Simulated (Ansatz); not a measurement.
A series of calculations on CdTe and related structures

Part 1: Relaxation

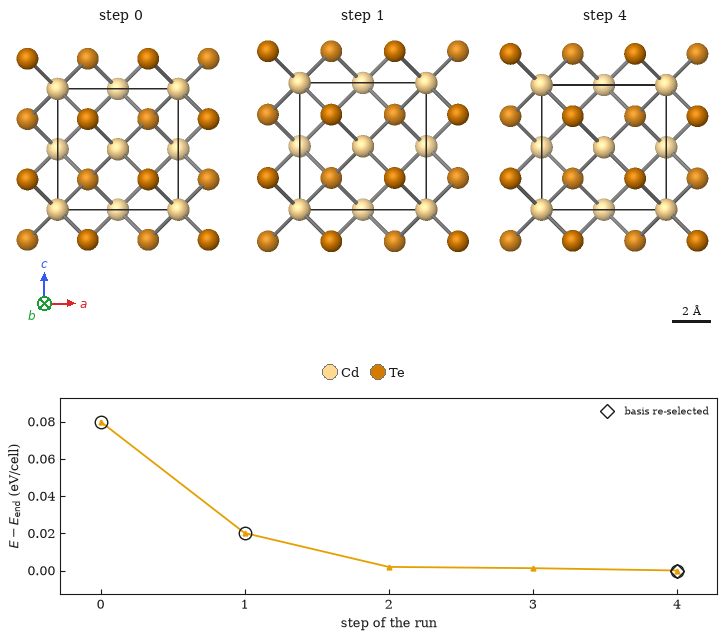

Frames of a relaxation of solid CdTe (set up in F-43m), marked on the history of the run. A ball-and-stick model of the conventional cell (4 times the calculation's cell), seen along the b axis. Lengths and directions refer to the drawn axes.

Theory: Ansatz 0.2.0, DFT PBE, scalar-relativistic, plane waves, PAW. (plane-wave cutoff 420 eV; k-point mesh 8 × 8 × 8; occupations gaussian; smearing width 0.02 eV; no spin polarisation; cell and atoms relaxed; force threshold 0.005 eV/Å; at most 80 steps)

> Describe the path.

The energy falls by 80.0 meV per cell of the calculation in 3 accepted moves (4 points after the start). All forces vanish by symmetry, so only the cell relaxes. The pressure goes from 4.24 to 0.01 GPa. The SCF was repeated once at an unchanged geometry on a basis and grid sized afresh for the cell, which shifted the energy by 1.2 meV per cell of the calculation at most. The atoms keep their places relative to the cell (all moves are under 0.005 Å). Cell: a = b = c 6.410 → 6.617 Å (+3.2 %). Volume +10.0 %. Near-neighbour distances that change, for instance: Cd–Te 2.776 → 2.865 Å. The space group stays F-43m (No. 216). Cost: 20 s on 1 thread of Oxide Virtual Turin-like Processor (Zen 5), with other jobs on the host, peak memory 0.43 GiB. From step 0 to 1: volume +15.6 %, energy −59.9 meV per cell of the calculation. From step 1 to 4: volume −4.9 %, energy −20.1 meV per cell of the calculation.

```
step  E − E(0), meV/atom  pressure, GPa  volume, Å³/atom                      note
   0                0.00           4.24           32.922                          
   1              -29.93          -1.53           38.070                          
   2              -39.04          -0.29           36.555                          
   3              -39.38           0.03           36.222                          
   4              -40.00           0.01           36.222  same geometry, new basis
```

Part 2: Relaxation

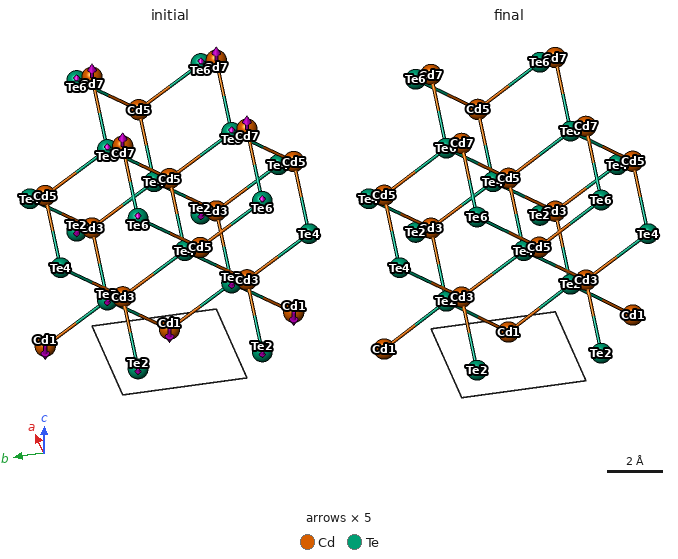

The structure of a slab of composition Cd4Te3 (cut from the F-43m phase) before (left) and after (right) a relaxation, at one scale. The purple arrows give the displacements, magnified 5 times.

A ball-and-stick model of the cell of the calculation, outlined in the plane, without the vacuum, seen from a free direction.

Case: (1 0 0) slab, atoms relaxed. The slab is the (1 0 0) face of CdTe.

Method: DFT PBE, scalar-relativistic, plane waves, PAW in Ansatz 0.2.0. (plane-wave cutoff 420 eV; k-point mesh 8 × 8 × 1; occupations gaussian; smearing width 0.05 eV; no spin polarisation; dipole correction; atoms relaxed in a fixed cell; force threshold 0.02 eV/Å; at most 60 steps)

Summarise the run.

Answer. The largest moves, 0.12 Å, are those of Cd1 and Cd7. Cd7 goes along the normal (+c). By element the largest moves are Cd 0.12 Å, Te 0.05 Å. The lattice vectors keep their values. Near-neighbour distances that change, for instance: Cd1–Te2 2.865 → 2.905 Å, Cd5–Te6 2.865 → 2.890 Å, Cd3–Te4 2.865 → 2.872 Å. Among the angles between lasting bonds that change: Cd7–Te6–Cd7 109.5° → 107.3°, Te6–Cd7–Te6 109.5° → 107.3°. The energy falls by 19.9 meV per cell of the calculation in 3 geometry steps. The largest force component goes from 0.19 to 0.0013 eV/Å.

Part 3: A change

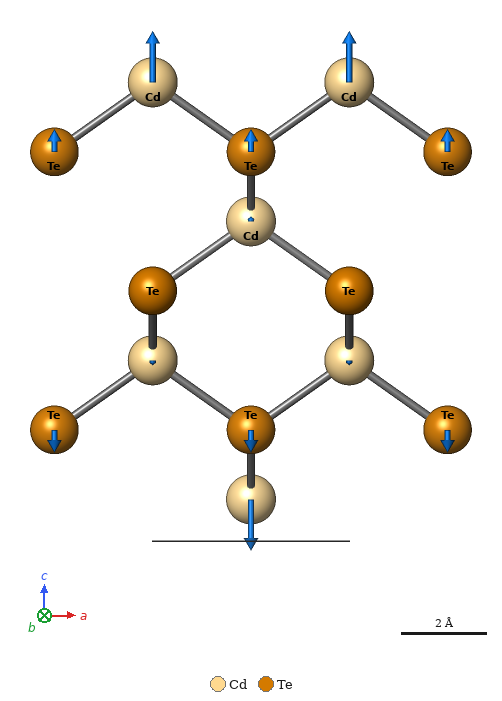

A (1 0 0) slab of CdTe as cut from the relaxed bulk. The blue arrows show how the atoms are displaced, magnified 10 times. The picture is a ball-and-stick view of the cell of the calculation, outlined in the plane, without the vacuum, seen along the b axis.

Computed with Ansatz 0.2.0, DFT PBE, scalar-relativistic, plane waves, PAW. Set-up: plane-wave cutoff 420 eV; occupations gaussian; no spin polarisation. The k-mesh is chosen for each cell (10×10×10, 8×8×1). Smearing widths differ between the runs.

Describe the change and its computed effect.

The atoms of the slab are relaxed at the bulk's in-plane cell. The slab isn't stoichiometric; relaxing it gains 0.007 J/m². The top spacing, between the Cd and Te planes, goes from 1.65 to 1.72 Å (+4.1 %), the bottom one (Cd to Te) from 1.65 to 1.72 Å (+4.1 %). The work function of the top face goes from 3.98 to 4.02 eV. The cell doesn't change. The largest moves relative to the layer's centre, 0.12 Å, are those of Cd atoms. Largest moves by element: Cd 0.12 Å, Te 0.05 Å. Among the bonded contacts that change: Cd–Te 2.865 → 2.872 to 2.905 Å.
